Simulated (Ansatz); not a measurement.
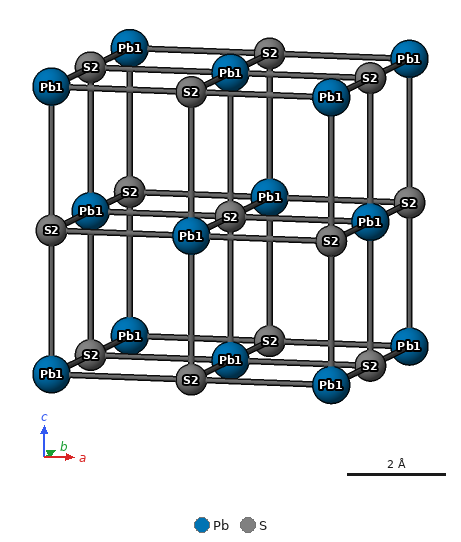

The starting structure (ball-and-stick view of the cell 4 times as large as that of the calculation, set on its symmetry axes, seen slightly off an axis; atoms are numbered from 1 in the order of the input). An atom can appear more than once, as a periodic image. Near neighbours in the periodic cell (some may lie outside the picture): Pb has 6 S at 2.97 Å; S has 6 Pb at 2.97 Å.

## Run report: PbS, geometry relaxation

- system: PbS (2 atoms in the cell)
- method: DFT PBE+D3(BJ), scalar-relativistic, plane waves, PAW, no spin polarisation (Ansatz 0.2.0)

The structure derives from an entry of the Crystallography Open Database. Figures and captions count atoms from 1; the log counts them from 0 in places.

### Output
```
Engine: ansatz 0.2.0, aarch64-unknown-linux-gnu
Pseudopotentials: kind: paw
Pseudopotential: Pb, paw, valence charge 14, recommended cutoff 420 eV (normal), Pb.paw.azcp
Pseudopotential: S, paw, valence charge 6, recommended cutoff 420 eV (normal), S.paw.azcp
Functional definition: PBE
  parameter kappa = 0.804
  parameter beta = 0.06672455060314922
  exchange = pbe_x(kappa = kappa, mu = beta*pi^2/3)
  correlation = pbe_c(beta = beta)
Crystal: 2 atoms, lattice volume = 52.172 Å³
Basis set: ecut = 420 eV, 965 PW (Γ), exchange–correlation on 60×60×60 points (8 copies of the dense FFT grid, shifted against one another)
Bands: 14, of which v1, the nominal top of the filled ones, is band 10 counted from 1 (9 counted from 0)
Symmetry: 48 space group operations
Space group: Fm-3m (ITA 225), of the structure as read, at distance tolerance 3.7e-5 Å
k-points: 47 of 1000
Non-local potential: Pb, projectors of the file, l = 0: 2, l = 1: 2, l = 2: 2, l = 3: 2
Non-local potential: S, projectors of the file, l = 0: 2, l = 1: 2, l = 2: 2
PAW form: soft (Blöchl's): semilocal exchange-correlation on the pseudo side does not see the compensation charge
PAW one-centre angular grid: Pb, 590 points (default); XC on 64 Gauss nodes
PAW one-centre angular grid: S, 110 points (default); XC on 64 Gauss nodes
Initial density: superposition of atomic densities (neutral atoms: chi_scale 0, normalization atom), corrected by the library's trained network
Initial wavefunctions: pseudopotential atomic-orbital guess
Functional: x = pbe(κ = 0.804, μ = 0.2195149727645171), c = pbe(β = 0.06672455060314922)
SCF iter   1: F=—  HF=-12810.253028 eV  |F-HF|=—  |Δ(HF+E_count)|=         —  Δρ=9.47e-4  dr2=7.24e-4  ethr=1.77e-3  ⟨swp⟩=6.5  Hψ=4032  notcnv=0
preconditioner: auto → none  [insulator: Δε(μ)=0.364 eV  Ē_g=15.459 eV  σ=0.020 eV  W_gap=1.00  n_scr=14 (ndim 8)  ℏωp=23.0 eV  f_vac=0.000  D(μ)=0.00/eV (n_scr^D=0)  ε∞_Penn≈3.2]
SCF iter   2: F=—  HF=-12810.251776 eV  |F-HF|=—  |Δ(HF+E_count)|=   1.25e-3  Δρ=5.03e-4  dr2=1.50e-4  ethr=3.62e-6  ⟨swp⟩=2.1  Hψ=1586  notcnv=0
SCF iter   3: F=—  HF=-12810.251773 eV  |F-HF|=—  |Δ(HF+E_count)|=   2.48e-6  Δρ=1.77e-4  dr2=1.80e-5  ethr=7.52e-7  ⟨swp⟩=2.4  Hψ=1110  notcnv=0
SCF iter   4: F=—  HF=-12810.251781 eV  |F-HF|=—  |Δ(HF+E_count)|=   7.45e-6  Δρ=4.68e-5  dr2=1.04e-6  ethr=9.02e-8  ⟨swp⟩=2.1  Hψ=854  notcnv=0
iter 5 did not close the SCF: its close was put off for the readings that it lacked (scf_convergence_deferred on its scf_iter line)
SCF iter   5: F=-12810.251781 eV  HF=-12810.251781 eV  |F-HF|=3.55e-9  |Δ(HF+E_count)|=   1.14e-8  Δρ=5.19e-6  dr2=1.16e-8  ethr=5.20e-9  ⟨swp⟩=2.0  Hψ=1127  notcnv=0
SCF iter   6: F=-12810.251781 eV  HF=-12810.251781 eV  |F-HF|=1.11e-10  |Δ(HF+E_count)|=   2.22e-9  Δρ=5.92e-7  dr2=1.62e-10  ethr=5.80e-11  ⟨swp⟩=5.8  Hψ=3733  notcnv=0
SCF 1 converged in 6 iterations: F = -12810.251781 eV  dr2 = 1.62e-10
  greatest PAW one-centre occupation: 0.982 electrons in one spin orbital (limit 2), on the Pb atom at site 0 (counted from 0), in its partial waves of l = 2
relax step   1: F+E_penalty+E_count = -12810.25178078 eV  Δ(F+E_penalty+E_count) = +0.000e0 eV  max|allowed force component| = 5.884e-30 eV/Å  Δτ_max = 0.0000 Å  P = +0.080 GPa  Ω = 52.172 Å³  (6 SCF iters, dr2 threshold 1.00e-7 eV, accepted)
Crystal: 2 atoms, lattice volume = 52.287 Å³
Initial density: handed on by an earlier stage of this run
Initial wavefunctions: those handed on with the density
iter 1 solved again at ethr=3.27e-8 eV; its pass at ethr=3.10e-3 eV (dr2=6.54e-6 eV) is discarded
SCF iter   1: F=—  HF=-12810.251780 eV  |F-HF|=—  |Δ(HF+E_count)|=         —  Δρ=4.46e-5  dr2=1.54e-6  ethr=3.27e-8  ⟨swp⟩=2.7  Hψ=4529  notcnv=0
preconditioner: auto → none  [insulator: Δε(μ)=0.365 eV  Ē_g=15.452 eV  σ=0.020 eV  W_gap=1.00  n_scr=14 (ndim 8)  ℏωp=23.0 eV  f_vac=0.000  D(μ)=0.00/eV (n_scr^D=0)  ε∞_Penn≈3.2]
SCF iter   2: F=—  HF=-12810.251781 eV  |F-HF|=—  |Δ(HF+E_count)|=   1.28e-6  Δρ=2.30e-5  dr2=3.45e-7  ethr=7.70e-9  ⟨swp⟩=1.7  Hψ=794  notcnv=0
iter 3 did not close the SCF: its close was put off for the readings that it lacked (scf_convergence_deferred on its scf_iter line)
SCF iter   3: F=-12810.251781 eV  HF=-12810.251781 eV  |F-HF|=7.28e-11  |Δ(HF+E_count)|=   1.28e-7  Δρ=3.96e-6  dr2=6.38e-9  ethr=1.72e-9  ⟨swp⟩=2.1  Hψ=864  notcnv=0
iter 4 did not close the SCF: its close was put off for the readings that it lacked (scf_convergence_deferred on its scf_iter line)
SCF iter   4: F=-12810.251781 eV  HF=-12810.251781 eV  |F-HF|=1.73e-10  |Δ(HF+E_count)|=   1.45e-9  Δρ=8.74e-7  dr2=3.80e-10  ethr=3.19e-11  ⟨swp⟩=2.0  Hψ=1107  notcnv=0
iter 5 did not close the SCF: its close was put off for the readings that it lacked (scf_convergence_deferred on its scf_iter line)
SCF iter   5: F=-12810.251781 eV  HF=-12810.251781 eV  |F-HF|=1.46e-11  |Δ(HF+E_count)|=  2.86e-10  Δρ=1.02e-7  dr2=4.07e-12  ethr=1.90e-12  ⟨swp⟩=2.5  Hψ=1002  notcnv=0
SCF iter   6: F=-12810.251781 eV  HF=-12810.251781 eV  |F-HF|=5.46e-12  |Δ(HF+E_count)|=  1.27e-11  Δρ=1.31e-8  dr2=4.76e-14  ethr=1.00e-12  ⟨swp⟩=4.5  Hψ=2696  notcnv=0
SCF 2 converged in 6 iterations: F = -12810.251781 eV  dr2 = 4.76e-14
relax step   2: F+E_penalty+E_count = -12810.25178124 eV  Δ(F+E_penalty+E_count) = -4.608e-7 eV  max|allowed force component| = 2.202e-30 eV/Å  Δτ_max = 0.0000 Å  P = -0.046 GPa  Ω = 52.287 Å³  energy of the carried Pulay correction = -1.159e-5 eV  (6 SCF iters, accepted)
Initial wavefunctions: pseudopotential atomic-orbital guess (no wavefunctions were taken with the density)
iter 1 solved again at ethr=2.14e-7 eV; its pass at ethr=3.10e-3 eV (dr2=4.29e-5 eV) is discarded
SCF iter   1: F=—  HF=-12810.251793 eV  |F-HF|=—  |Δ(HF+E_count)|=         —  Δρ=2.73e-6  dr2=9.73e-10  ethr=2.14e-7  ⟨swp⟩=3.7  Hψ=6052  notcnv=0
eigensolver tolerance schedule: the retry pair's looser diagonalisation over-reported the residual by 44022.16 of it (diagonalisation noise at an unbounded share of the residual, at the tolerance the schedule requests for it); recorded, not acted on — ethr = c·dr2/N_el stays at c = 1.0e-1
SCF iter   2: F=—  HF=-12810.251792 eV  |F-HF|=—  |Δ(HF+E_count)|=   4.93e-7  Δρ=1.18e-6  dr2=1.71e-10  ethr=4.87e-12  ⟨swp⟩=3.0  Hψ=1346  notcnv=0
SCF iter   3: F=—  HF=-12810.251792 eV  |F-HF|=—  |Δ(HF+E_count)|=  1.11e-10  Δρ=5.03e-7  dr2=2.43e-11  ethr=1.00e-12  ⟨swp⟩=1.0  Hψ=658  notcnv=0
iter 4 did not close the SCF: its close was put off for the readings that it lacked (scf_convergence_deferred on its scf_iter line)
SCF iter   4: F=-12810.251792 eV  HF=-12810.251792 eV  |F-HF|=3.64e-12  |Δ(HF+E_count)|=  3.27e-11  Δρ=2.45e-8  dr2=2.98e-13  ethr=1.00e-12  ⟨swp⟩=1.0  Hψ=658  notcnv=0
iter 5 did not close the SCF: its close was put off for the readings that it lacked (scf_convergence_deferred on its scf_iter line)
SCF iter   5: F=-12810.251792 eV  HF=-12810.251792 eV  |F-HF|=3.64e-12  |Δ(HF+E_count)|=    0.00e0  Δρ=8.01e-9  dr2=3.66e-14  ethr=1.00e-12  ⟨swp⟩=1.0  Hψ=658  notcnv=0
iter 6 did not close the SCF: its close was put off for the readings that it lacked (scf_convergence_deferred on its scf_iter line)
SCF iter   6: F=-12810.251792 eV  HF=-12810.251792 eV  |F-HF|=3.64e-12  |Δ(HF+E_count)|=  7.28e-12  Δρ=2.25e-9  dr2=1.58e-15  ethr=1.00e-12  ⟨swp⟩=1.0  Hψ=658  notcnv=0
iter 7 did not close the SCF: its close was put off for the readings that it lacked (scf_convergence_deferred on its scf_iter line)
SCF iter   7: F=-12810.251792 eV  HF=-12810.251792 eV  |F-HF|=3.64e-12  |Δ(HF+E_count)|=  3.64e-12  Δρ=2.76e-10  dr2=3.52e-17  ethr=1.00e-12  ⟨swp⟩=1.0  Hψ=658  notcnv=0
SCF iter   8: F=-12810.251792 eV  HF=-12810.251792 eV  |F-HF|=5.46e-12  |Δ(HF+E_count)|=    0.00e0  Δρ=5.82e-11  dr2=1.45e-18  ethr=1.00e-12  ⟨swp⟩=2.1  Hψ=1706  notcnv=0
SCF 3 converged in 8 iterations: F = -12810.251792 eV  dr2 = 1.45e-18
relax step   3: F+E_penalty+E_count = -12810.25179226 eV  Δ(F+E_penalty+E_count) = -1.102e-5 eV  max|allowed force component| = 3.336e-30 eV/Å  Δτ_max = 0.0000 Å  P = -0.046 GPa  Ω = 52.287 Å³  stress off target by 4.65e-2 GPa  SCF on the basis re-selected at this cell (its energy is not comparable with the rows above)  (8 SCF iters)
```

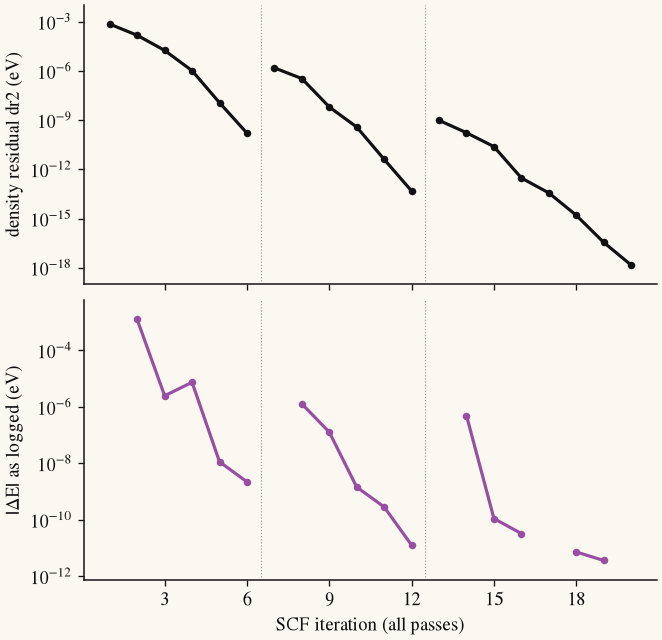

Convergence of the self-consistent field: density residual dr2 and size of the energy change against the SCF iteration. The dotted lines part the SCF passes of the relaxation: geometry steps, rejected trials and re-solves on a re-selected basis. The passes take 6, 6 and 8 iterations.

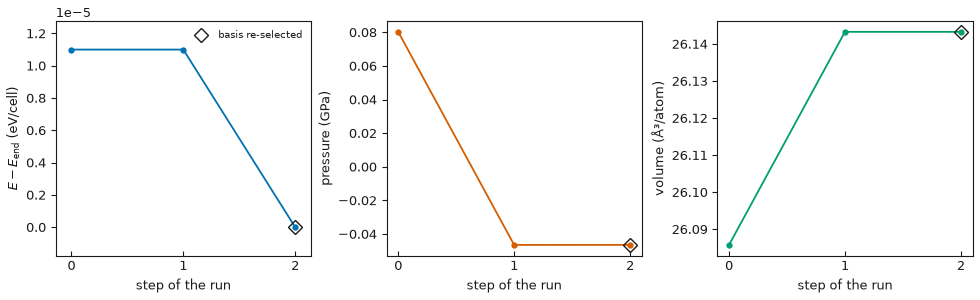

Progress of the relaxation, step by step (the first geometry is step 0 here and step 1 in the log). After 1 geometry step the energy has risen by next to nothing (0.0 meV per cell of the calculation). All forces vanish by symmetry, so only the cell relaxes. Pressure: 0.08 GPa at the start and −0.05 GPa at the end. The atoms keep their places relative to the cell (all moves are under 0.005 Å). Cell: a = b = c 5.931 → 5.936 Å (+0.1 %). Volume +0.2 %. The space group stays Fm-3m (No. 225). A last SCF at the same geometry on a re-selected plane-wave basis shifts the energy by next to nothing (0.0 meV per cell of the calculation).

```
basis re-selected at this cell: Δ(F+E_penalty+E_count) = -1.102e-5 eV, ΔP = +0.000 GPa vs the last step (what re-selecting the basis moved, of the pressure what is left beyond the Pulay correction that the steps carried, after the strain that the cell walked since its last selection, with what the two solves' SCF thresholds leave and, on support functions, any second-order correction that the steps lacked; it is no measure of the basis error at this ecutwfc). This SCF's stress stands 4.65e-2 GPa from its target on what of the cell is left free (relax.cell.stress_tol is 5.00e-2 GPa) and its largest allowed force component is 3.34e-30 eV/Å (relax.f_tol is 5.00e-3 eV/Å): within both
SCF converged after 8 iterations
Free energy (F): -12810.251792 eV
Harris-Foulkes:  -12810.251792 eV  (|F-HF|=5.46e-12)
Internal energy: -12810.251792 eV  (E = F + TS)
E sigma→0 (E₀):  -12810.251792 eV
Fermi energy:    8.601926 eV
--- Per-component energies (eV) ---
  E_band       = -55.757127
  E_kinetic    = 393.680838
  E_local      = -1223.076857  (includes V_loc(G=0)·N_el)
  E_nonlocal   = 378.537530
  E_hartree    = 475.505100
  E_xc         = -318.595293
  E_vxc        = -220.572164  (∫ρ·V_xc dr)
  E_paw        = -11003.364466  (= ΣΔE_a)
  E_vpaw       = -335.336725  (= ΣTr[D̂ρ^β])
  E_aug_tail   = 0.000053  (compensation charges beyond the density's cutoff)
  E_ewald      = -1512.245655
  E_disp       = -0.693041  (pairwise vdW)
  E_smearing   = -0.000000  (= −TS)
  E_closure    = 0.000000  (closes the sum)
  Σ components = -12810.251792   (vs F -12810.251792, Δ=0.00e0)
--- Forces (eV/Å), atoms counted from 1 ---
  atom   1  Pb    -0.00000000     0.00000000    -0.00000000
  atom   2  S      0.00000000     0.00000000    -0.00000000
  max |Σ_I F_I| component: 5.95e-30 eV/Å
--- Stress (GPa, compression-positive) ---
       -0.046457      -0.000000      -0.000000
       -0.000000      -0.046457      -0.000000
       -0.000000      -0.000000      -0.046457
  P = ⅓ Tr σ = -0.0465 GPa (-0.465 kbar)
--- Band table (eV; the first three rows and the last of 47) ---
  k-point 0: bands = ["-8.4117", "-8.4117", "-8.4117", "-8.3957", "-8.3957", "-5.1620", "2.3852", "6.2517", "6.2517", "6.2517", "13.6242", "13.6242", "13.6242", "15.1209"]
  k-point 1: bands = ["-8.4112", "-8.4093", "-8.4093", "-8.3966", "-8.3966", "-5.0767", "2.0855", "6.2784", "6.2784", "6.4791", "12.7403", "13.0750", "13.0750", "15.1073"]
  k-point 2: bands = ["-8.4112", "-8.4112", "-8.4101", "-8.3911", "-8.3911", "-4.8320", "1.3785", "6.3564", "6.3564", "6.9788", "11.3890", "12.0998", "12.0998", "15.1238"]
  k-point 46: bands = ["-8.5098", "-8.4084", "-8.3912", "-8.3820", "-8.3513", "-3.4640", "0.5451", "3.7500", "4.2778", "7.0625", "11.0090", "12.8228", "13.3401", "15.7546"]
--- Relaxed structure (2 steps of the walk, 2 accepted, 1 SCFs on fresh bases) ---
  F+E_penalty+E_count = -12810.25179226 eV   max|allowed force component| = 3.336e-30 eV/Å   (the final SCF, on the basis selected at the relaxed cell)
  cell:  # Å, volume = 52.2866 Å³
    - [-1.2738715123867338e-34, 2.9679283498492257, 2.9679283498492257]
    - [2.9679283498492257, 8.916901057567281e-35, 2.9679283498492257]
    - [2.9679283498492257, 2.9679283498492257, -1.4012558132091236e-34]
  atoms:
    - { symbol: Pb, position: [-2.2195965150821245e-37, 2.113901442935357e-37, 5.073363463044856e-37] }
    - { symbol: S, position: [0.5, 0.5, 0.5] }
```

### Trajectory as extended XYZ (Å, eV, eV/Å), 3 frames, from step=1 to step=3
```
2
Lattice="0.0000 2.9657 2.9657 2.9657 0.0000 2.9657 2.9657 2.9657 0.0000" Properties=species:S:1:pos:R:3:forces:R:3 step=1 energy=-12810.25178 pressure_GPa=0.08
Pb    0.0000    0.0000    0.0000    0.0000   0.0000   0.0000
S     2.9657    2.9657    2.9657    0.0000   0.0000   0.0000
2
Lattice="0.0000 2.9679 2.9679 2.9679 0.0000 2.9679 2.9679 2.9679 0.0000" Properties=species:S:1:pos:R:3:forces:R:3 step=2 energy=-12810.25178 pressure_GPa=-0.05
Pb    0.0000    0.0000    0.0000    0.0000   0.0000   0.0000
S     2.9679    2.9679    2.9679    0.0000   0.0000   0.0000
2
Lattice="0.0000 2.9679 2.9679 2.9679 0.0000 2.9679 2.9679 2.9679 0.0000" Properties=species:S:1:pos:R:3:forces:R:3 step=3 energy=-12810.25179 pressure_GPa=-0.05
Pb    0.0000    0.0000    0.0000    0.0000   0.0000   0.0000
S     2.9679    2.9679    2.9679    0.0000   0.0000   0.0000
```

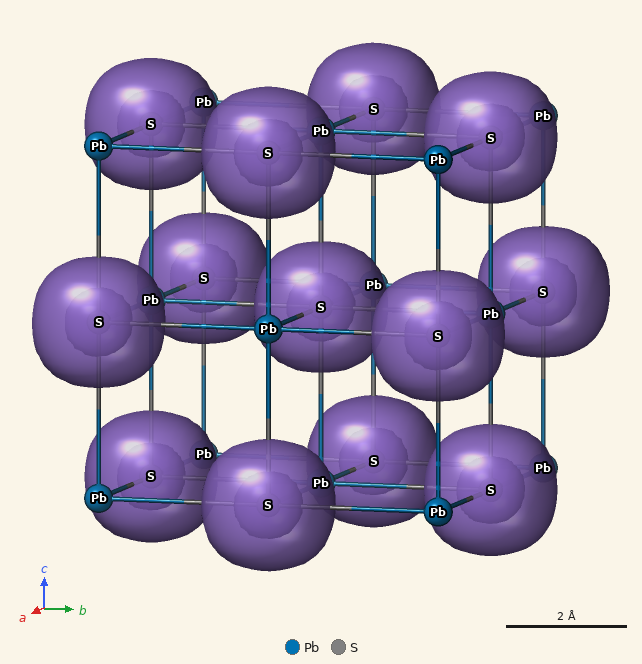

Isosurface of the ELF at 0.75 (purple), seen slightly off an axis. Only the valence region is drawn (cores and ρ < 0.01 e/Å³ removed). Sticks mark near contacts. The outline is the cell set on symmetry axes. Along the contacts the grid gives the following. Pb–S (2.97 Å): the ELF peaks at about 0.85 in the valence shell of S, 0.8 Å from its nucleus, and drops to about 0.20 between the two atoms. Core electrons are frozen (PAW), so the fields are smoothed inside the atomic spheres.

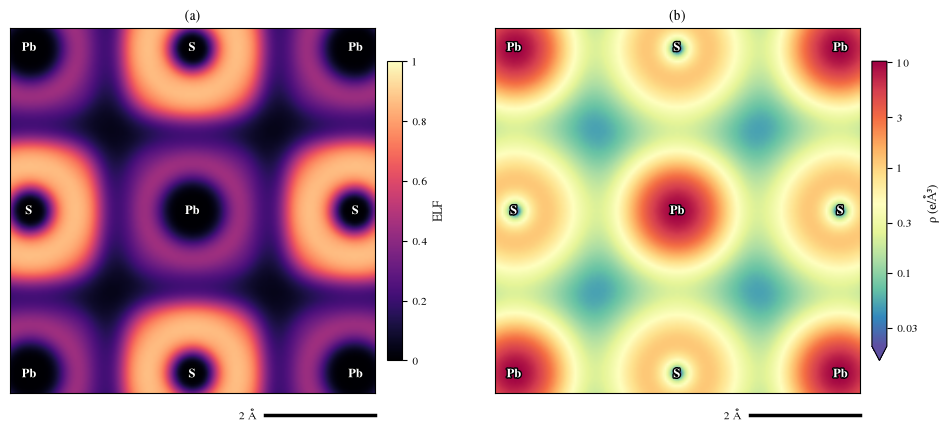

(a) ELF; (b) valence pseudo-density on the (100) plane of the conventional cell. The section cuts through Pb and S sites. Pb–S (2.97 Å): the density is about 0.22 e/Å³ at the midpoint; the ELF peaks at about 0.85 in the valence shell of S, 0.8 Å from its nucleus, and drops to about 0.20 between the two atoms. Away from the nuclei the density in this plane falls to 0.05 e/Å³ at its lowest.

This output came from the following input.

### Input file
```yaml
crystal:
  lattice:
    - [0.0, 2.96575, 2.96575]
    - [2.96575, 0.0, 2.96575]
    - [2.96575, 2.96575, 0.0]
  atoms:
    - { symbol: Pb, position: [0.0, 0.0, 0.0] }
    - { symbol: S, position: [0.5, 0.5, 0.5] }
basis:
  ecutwfc: 420
kpoints:
  mp_grid: { grid: [10, 10, 10] }
hamiltonian:
  xc: pbe
  dispersion: d3bj
scf:
  occupations: { method: gaussian, width: 0.02 }
output:
  forces: true
  stress: true
  eigenvalues: true
  write_density: true
  write_potential: true
  elf: true
  volumetric_format: npy
relax:
  adjacent_minimum: "off"
  f_tol: 0.005
  max_steps: 80
  cell: { stress_tol: 0.05 }
```

Launched with:
```bash
ansatz run input.yaml --threads 1 --pin off --max-ram 2560MiB --backend cpu --events-out ev --progress --plain --runs-dir out
```

### Results in brief

- outcome: converged
- space group (tolerance 0.01 Å): Fm-3m (225)
- electrons treated: 20
- free energy: −12810.2518 eV
- Fermi energy: 8.602 eV
- gap on the k-point mesh: 0.36 eV
- pressure: −0.05 GPa
- final volume: 52.29 Å³
- largest force (length of the vector) at the end: under 0.001 eV/Å
- final cell: a = 4.197 Å, b = 4.197 Å, c = 4.197 Å, α = 60.00°, β = 60.00°, γ = 60.00°
- hardware: 1 thread of Arm Neoverse V1, 24 GiB of memory available, shared host
- wall time: 7.6 s
- peak memory: 0.34 GiB

### Remarks

Spin–orbit coupling is left out, which matters for Pb.
